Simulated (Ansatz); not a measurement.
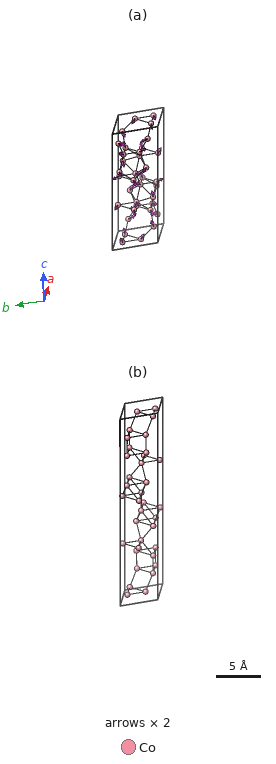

The structure of crystalline Co (built on the alpha-boron_166 type) (coarse preliminary run) before (top) and after (bottom) a relaxation, at one scale. The purple arrows give the displacements (the part carried along by the change of the cell is left out), magnified 2 times.

A ball-and-stick model of the conventional cell (3 times the calculation's cell), seen from a free direction. Lengths and directions refer to the drawn axes.

Case: alpha-boron type (R-3m, No. 166).

Level of theory: DFT PBEsol, scalar-relativistic, plane waves, PAW (Ansatz). Set-up: plane-wave cutoff 420 eV; k-point mesh 6 × 6 × 6; occupations gaussian; smearing width 0.1 eV; collinear spin; cell and atoms relaxed; force threshold 0.04 eV/Å; at most 70 steps.

Q: What changed between the two?

A: After 32 accepted moves (39 points after the start) the energy has fallen by 806 meV per atom. Largest force component: 5.7 eV/Å at the start, 0.0038 eV/Å at the end. Pressure: 54.37 GPa at the start and −0.02 GPa at the end. The line search rejected the trial steps at points 15, 19 of the run. At 5 points the geometry stayed and the basis and grid were re-selected for the new cell (energy shift of 26.5 meV per atom at most each time). The largest moves relative to the cell, 0.49 Å, are those of Co atoms. The drawn cell changes as follows: a = b 5.724 → 4.759 Å (−16.8 %), c 14.642 → 23.526 Å (+60.7 %); the volume changes by +11.1 %. Some distances before and after: Co–Co 2.095 → 3.741 Å, Co–Co 3.683 → 2.324 Å, Co–Co 3.380 → 2.469 Å, Co–Co 2.041 → 2.435 Å. New bonds form: Co–Co (3.38 → 2.47 Å), Co–Co (3.68 → 2.32 Å). Bonds break: Co–Co (2.10 → 3.74 Å). Bond angles that change, for instance: Co–Co–Co 108.9° → 63.0°, Co–Co–Co 60.1° → 105.6°, Co–Co–Co 107.0° → 63.8°. The space group stays R-3m (No. 166). The run took of the order of 50 core-minutes on a shared host.
